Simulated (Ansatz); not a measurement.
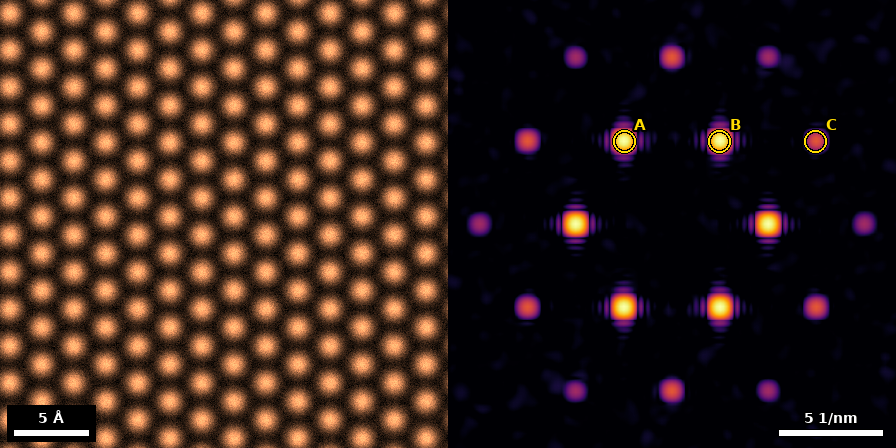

Dark-field STEM-like image of a crystal. The image is simulated as a sum over atoms of Z^1.7, blurred by a 1.17 Å probe (no channelling). The probe carries 25 % of its weight in a tail 2.5 times as wide. The display is stretched by a gamma of 0.8; percentages refer to the linear signal. Shot noise was added.

The right panel is the modulus of the image's Fourier transform on a logarithmic scale.

Which lattice spacings do the marked spots stand for, and what angle do A and B enclose?

Answer. A: 2.1 Å, B: 2.1 Å, C: 1.2 Å; A and B enclose about 60°.

The crystal is Ru (P6/mmm, No. 191) along [001]; the spots are (-1 -1 0), (-2 1 0) and (-3 3 0). Model: the geometry relaxed with DFT, RPBE, plane waves (420 eV) with PAW, scalar-relativistic in Ansatz 0.2.0; the starting structure was generated, so it need not be a known form of this composition.
